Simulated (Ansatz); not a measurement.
Consider Rh.

The calculation's input:

```
crystal:
  lattice:
    - [-1.7920413729, 1.4720533104, 1.3128048364]
    - [1.4720533104, -1.7920413729, 1.3128048364]
    - [3.3156985847, 3.3156985847, -1.8988635589]
  atoms:
    - { symbol: Rh, position: [0.9584128053, 0.0415871947, 1.0], spin: 1.0 }
    - { symbol: Rh, position: [0.7915871947, 0.2084128053, 0.5], spin: 1.0 }
hamiltonian:
  xc: mr2scan
  pseudopotentials:
    kind: paw
    azcp:
      Rh: "pseudopotentials/Rh.paw.azcp"
basis:
  ecutwfc: 500
  fft_grid_basis: typed
kpoints:
  mp_grid: { grid: [17, 17, 8], shift: [0, 0, 0] }
magnetization:
  spin_polarized: true
scf:
  occupations: { method: fermi_dirac, width: 0.05 }
  lower_state_search: "off"
output:
  stress: true
  write_density: true
  write_potential: true
  elf: true
  volumetric_format: npy
```

Launched as:

```sh
ansatz run input.yaml --threads 2 --pin off --max-ram 6144MiB --backend cpu --events-out ev --progress --plain --runs-dir out
```

Below, planes, directions and counts refer to the conventional cell (a = 2.66 Å, b = 2.66 Å, c = 4.30 Å, α = 90.02°, β = 89.95°, γ = 119.99°).

Space group P6₃/mmc; set up as Rh, beta-Sn type; a generated structure, not necessarily the stable one; changed on purpose from its base cell (volume × 0.96); computed pressure about 13 GPa in this cell; the program warned that a starting moment wasn't kept; spin-polarised, but the moments vanished.

Method: DFT, m-r2SCAN, plane waves (500 eV) with PAW, scalar-relativistic (Ansatz 0.2.0).

What can the converged valence pseudo-density and electron localisation function tell about the bonding?

Answer. Rh–Rh (2.66 Å): the density is about 0.39 e/Å³ at the midpoint; the ELF is about 0.25 at the midpoint (no shared electron pair shows on this line).

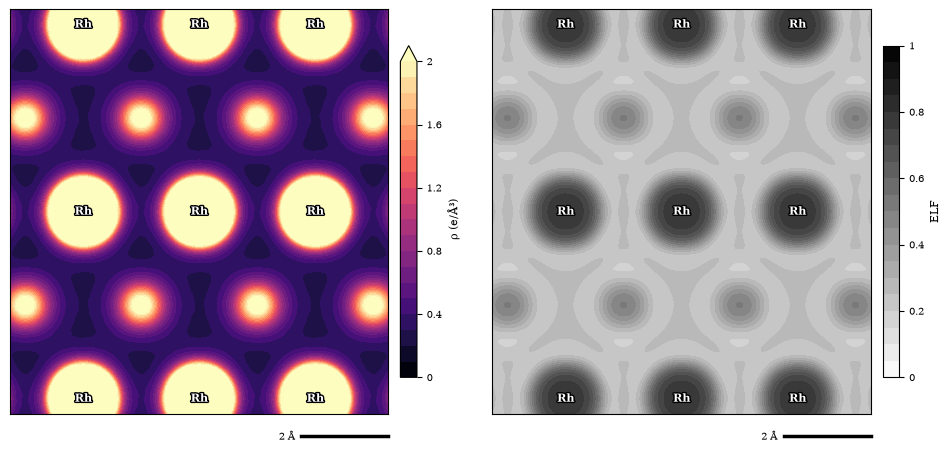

Computed valence pseudo-density and electron localisation function on the (100) plane of the conventional cell, in this order. Atoms just off the plane (Rh, 0.8 Å away) can leave unmarked features too.

The density is the valence pseudo-density of a PAW calculation; it isn't the true density close to the nuclei.
